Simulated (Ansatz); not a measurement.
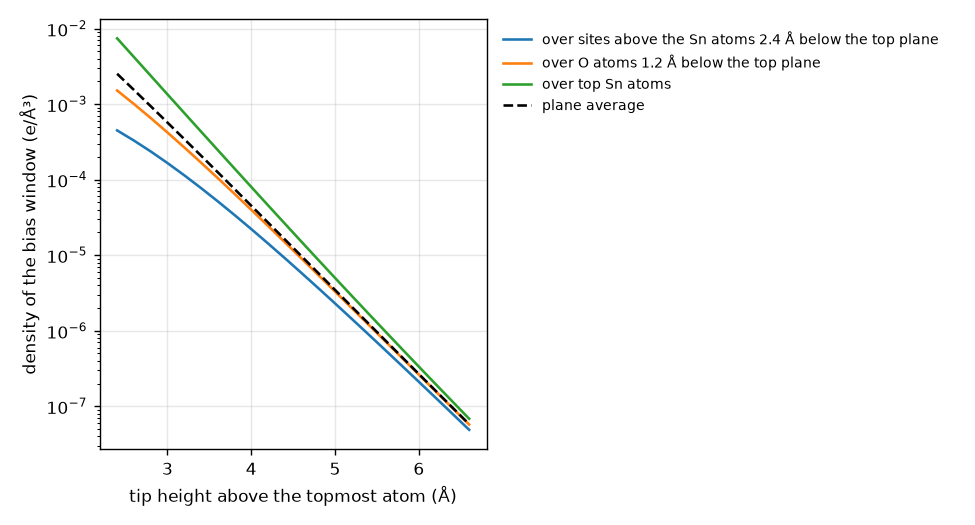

Approach curves over monolayer SnO at a sample bias of −2.75 V.

Model: Tersoff–Hamann, s-wave tip, no tip–sample forces. Zero bias is put in the middle of the gap by convention. Bias windows are sharp sums over the levels of the k mesh.

Theory: DFT PBE+D3(BJ), scalar-relativistic, plane waves, PAW in Ansatz 0.2.0. Cutoff 420 eV, 28 × 28 k-points, Gaussian smearing 0.05 eV, dipole correction. No spin polarisation. Spin–orbit coupling is left out; with Sn it can shift levels and gaps. The semilocal functional makes this wide gap too small, and with it the biases at which current sets in. The run couldn't confirm all of its levels under its output density. The run warns that the functional's potential is rough in the thin density of the vacuum, where the tip is; weak contrasts and barriers may feel it.

```xyz
4
Lattice="3.8229 0.0006 0.0000 -0.0006 3.8229 0.0000 0.0000 0.0000 22.3616" Properties=species:S:1:pos:R:3 pbc="T T T"
Sn    2.9161    0.9072   10.0000
O     1.0037    0.9078   11.1808
O     2.9148    2.8196   11.1808
Sn    1.0043    2.8184   12.3616
```

**How fast does the current decay, and what apparent barrier height does that imply?**

Near 4 Å the plane average falls as exp(−2.56 z/Å), a factor of 13 per ångström, which gives an apparent barrier of 6.2 eV (0.952 eV Å² times the slope squared). The vacuum level lies 3.88 eV above zero bias. The highest filled states lie 5.40 eV under it. The apparent barrier is above 5.40 eV. At 4 Å the 0.28 eV of states nearest the highest filled state carry 75 % of the density.
